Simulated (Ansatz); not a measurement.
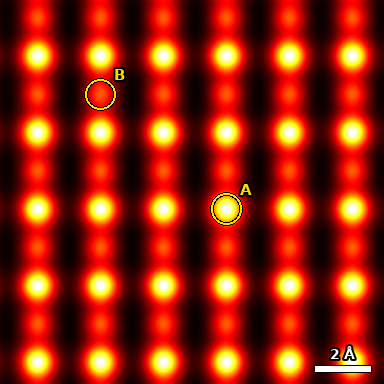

Integrated-DPC-like image of Ti (P6/mmm, No. 191) along [210]. Simulated as the projected potential of neutral atoms (B = 0.8 Å²) blurred by a 0.76 Å probe, the thin-sample limit of integrated differential phase contrast. Structure: coordinates from a relaxation with DFT, r2SCAN, plane waves (500 eV) with PAW, scalar-relativistic in Ansatz 0.2.0; the starting structure was generated, so it need not be a known form of this composition.

```cif
data_structure
_symmetry_space_group_name_H-M 'P6/mmm'
_symmetry_Int_Tables_number 191
_cell_length_a 4.6051
_cell_length_b 4.6051
_cell_length_c 2.8012
_cell_angle_alpha 90.000
_cell_angle_beta 90.000
_cell_angle_gamma 120.000
_cell_volume 51.45
loop_
_atom_site_label
_atom_site_type_symbol
_atom_site_symmetry_multiplicity
_atom_site_Wyckoff_symbol
_atom_site_fract_x
_atom_site_fract_y
_atom_site_fract_z
_atom_site_occupancy
Ti1 Ti 1 a 0.00000 0.00000 0.00000 1
Ti2 Ti 2 d 0.33333 0.66667 0.50000 1
```

Which atoms make up the marked columns?

Answer. A: Ti (2 Ti per 7.98 Å along the beam; the brightest kind). B: Ti (1 Ti per 7.98 Å along the beam; about 50 % of the brightest peak). Brightness is counted from the darkest point of the image.
